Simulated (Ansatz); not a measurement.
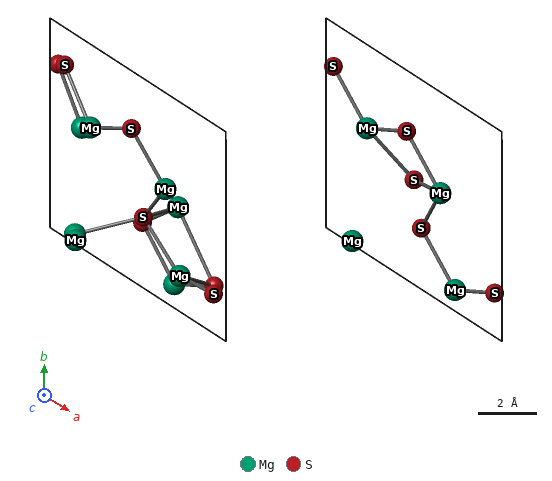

Two geometries of a defect cell of composition Mg$_{8}$S$_{7}$ (cell charge +2) (started half-way along a vacancy jump, in the symmetry of that start), drawn at one scale. One is the start of a relaxation, the other its converged end. The picture is a ball-and-stick view of the cell of the calculation (origin shifted), seen along the c axis.

Computed with DFT PBEsol, scalar-relativistic, plane waves, PAW in Ansatz 0.2.0. (plane-wave cutoff 420 eV; k-point mesh 4 × 4 × 4; occupations gaussian; smearing width 0.05 eV; no spin polarisation; atoms relaxed in a fixed cell; force threshold 0.02 eV/Å; at most 60 steps)

Question: Which one is relaxed?

Answer: The left one is the relaxed one. Over 14 accepted moves (15 points after the start) the energy falls by 14.832 eV per cell of the calculation. Largest force component: 33 eV/Å at the start, 0.019 eV/Å at the end. The line search rejected the trial step at point 13 of the run. An S atom moves most: 1.58 Å roughly along [0 −3 1]. Largest moves by element: S 1.58 Å, Mg 0.71 Å. The cell stays as it was. Near-neighbour distances that change, for instance: Mg–S 4.221 → 2.404 Å, Mg–S 2.629 → 3.658 Å, Mg–S 1.440 → 2.412 Å, Mg–S 3.962 → 3.019 Å. New bonds form: Mg–S (3.19 → 2.46 Å), Mg–S (4.22 → 2.40 Å). Bonds break: Mg–S (2.63 → 3.66 Å). Bond angles that change, for instance: Mg–S–Mg 108.0° → 128.1°, Mg–S–Mg 108.0° → 88.0°, Mg–S–Mg 110.9° → 93.3°. Cost: 7.9 min on 4 threads of Arm Neoverse V1 (shared host), peak memory 1.3 GiB.

Limits of the set-up: the periodic images lie only 7.6 Å apart, so the values are limited by the cell's size; the cell is charged, on a uniform background, and energies carry no finite-size correction.
